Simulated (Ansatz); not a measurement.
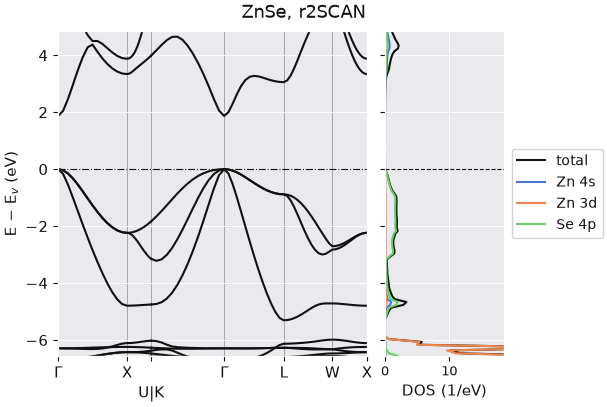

Band structure and density of states. Energies are counted from the top of the valence band. The partial curves are projected on Löwdin-orthogonalised atomic shells; they sum to less than the total at higher energies, where shells without a projector contribute.

This input was run:

```
crystal:
  lattice:
    - [0.0, 2.8329452552, 2.8329452552]
    - [2.8329452552, 0.0, 2.8329452552]
    - [2.8329452552, 2.8329452552, 0.0]
  atoms:
    - { symbol: Zn, position: [0.0, 0.0, 0.0] }
    - { symbol: Se, position: [0.25, 0.25, 0.25] }
basis:
  ecutwfc: 500
kpoints:
  mp_grid: { grid: [8, 8, 8] }
  band_path:
    path:
      - [[0.0, 0.0, 0.0], [-0.5, -0.5, 0.0], [-0.375, -0.375, 0.25]]
      - [[-0.375, 0.0, 0.375], [0.0, 0.0, 0.0], [0.0, 0.0, 0.5], [-0.5, -0.25, 0.25], [-0.5, -0.5, 0.0]]
    npoints: 14
hamiltonian:
  xc: r2scan
scf:
  occupations: { method: gaussian, width: 0.02 }
  n_extra_bands: 6
output:
  forces: true
  stress: true
  eigenvalues: true
  populations: true
  dos: { projected: true, de: 0.02, nscf_kmesh: { grid: [12, 12, 12] } }
  bader: true
  write_density: true
  write_potential: true
  elf: true
  volumetric_format: npy
```

Launched with:
```bash
ansatz run input.yaml --threads 1 --pin off --max-ram 2560MiB --backend cpu --events-out ev --progress --plain --runs-dir out
```

### What does the band structure say about the gap?

The bands leave a gap. The gap along this path is 1.87 eV and direct: both edges lie at Γ.

### Which states form the top of the valence band?

By projected weight, the top eV of the valence band is Se 4p almost alone.
